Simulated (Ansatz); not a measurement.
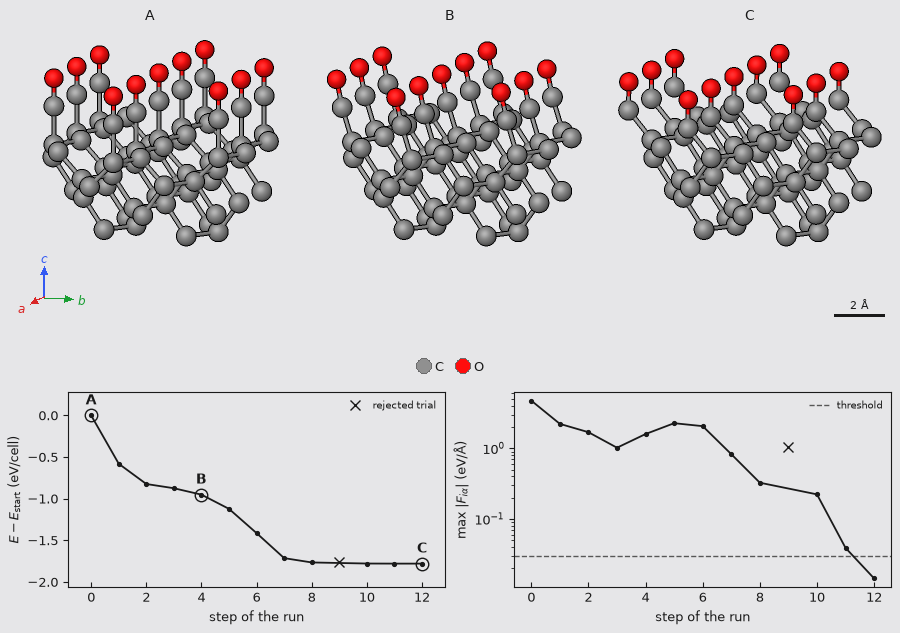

Frames of a constrained relaxation of a slab of composition C$_{13}$O (cut from the Fd-3m phase), marked on the history of the run. Style: ball-and-stick. Shown: the atoms within 5.8 Å of the atom that moves most (axes of the 3 × 2 repeat of the cell, outlined in the plane, without the vacuum), slightly off an axis.

Case: CO put at a top C site. The slab is the (1 1 0) face of C with CO on it. 6 atoms are held fixed.

The calculation used Ansatz, DFT PBEsol, scalar-relativistic, plane waves, PAW.

Input file:
```yaml
crystal:
  lattice:
    - [2.5129226041, 0.0, 0.0]
    - [0.0, 3.5538092279, 0.0]
    - [0.0, 0.0, 26.4323065103]
  atoms:
    - { symbol: C, position: [0.5, 0.0, 0.3215761741] }
    - { symbol: C, position: [0.0, 0.25, 0.3215761741] }
    - { symbol: C, position: [0.0, 0.5, 0.3691112351] }
    - { symbol: C, position: [0.5, 0.75, 0.3691112351] }
    - { symbol: C, position: [0.5, 0.0, 0.4166462961] }
    - { symbol: C, position: [0.0, 0.25, 0.4166462961] }
    - { symbol: C, position: [0.0, 0.5012213665, 0.4639707316] }
    - { symbol: C, position: [0.5, 0.7487786335, 0.4639707316] }
    - { symbol: C, position: [0.5, 0.0097937655, 0.5127526596] }
    - { symbol: C, position: [0.0, 0.2402062345, 0.5127526596] }
    - { symbol: C, position: [0.0, 0.5296167306, 0.5526411805] }
    - { symbol: C, position: [0.5, 0.7203832694, 0.5526411805] }
    - { symbol: C, position: [0.0, 0.5296167306, 0.6124165164] }
    - { symbol: O, position: [0.0, 0.5296167306, 0.6559238811] }
basis:
  ecutwfc: 420
kpoints:
  mp_grid: { grid: [11, 8, 1] }
hamiltonian:
  xc: pbesol
scf:
  occupations: { method: gaussian, width: 0.05 }
output:
  forces: true
  eigenvalues: true
relax:
  adjacent_minimum: "off"
  f_tol: 0.03
  max_steps: 70
  constraints: [{ sites: [0, 1, 2, 3, 4, 5] }]
efield:
  axis: 3
  dipole_correction: true
  ramp_width: 0.04
```

Launched with:
```bash
ansatz run input.yaml --threads 1 --pin off --max-ram 2560MiB --backend cpu --events-out ev --progress --plain --runs-dir out
```

> Describe the path.

C13 moves most: 1.12 Å at 77° to the normal (−c side). By element the largest moves are C 1.12 Å, O 1.11 Å. The lattice vectors keep their values. Near-neighbour distances that change, for instance: C11–C12 1.428 → 1.539 Å, C10–C11 1.473 → 1.570 Å, C11–C13 1.580 → 1.519 Å, C7–C10 1.588 → 1.535 Å. Among the angles between lasting bonds that change: C11–C13–O14 180.0° → 138.0°, C10–C11–C13 135.7° → 103.2°, C12–C11–C13 90.0° → 112.9°. The energy falls by 1.779 eV per cell of the calculation in 11 accepted moves (12 points after the start). Largest force component: 4.7 eV/Å at the start, 0.014 eV/Å at the end. The line search rejected the trial step at point 9 of the run. From step 0 to 4: O14 moves most (0.76 Å), energy −0.951 eV per cell of the calculation. From step 4 to 12: C13 moves most (0.61 Å), energy −0.828 eV per cell of the calculation.

Limits of the set-up: the periodic images lie only 2.5 Å apart, so the values are limited by the cell's size.
